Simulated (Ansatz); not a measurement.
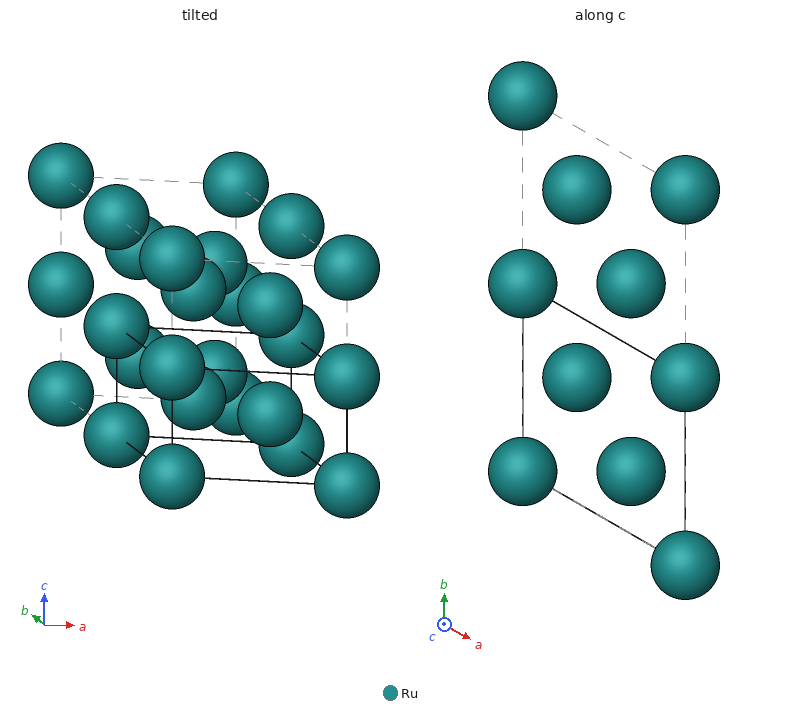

A spheres-only rendering, viewed slightly off an axis and along the c axis. 1×2×2 cells are drawn; the solid outline is the conventional unit cell.

The element is ruthenium. Space group: P6/mmm (No. 191). Lattice: primitive hexagonal. It belongs to the family called ω phase (AlB₂-like). The cell holds three atoms.

The cell started as a structure listed in the Materials Project, with elements exchanged, so it need not be a known form of the compound. Atoms and cell were optimised with Ansatz 0.2.0, DFT PBE, scalar-relativistic, plane waves, PAW.
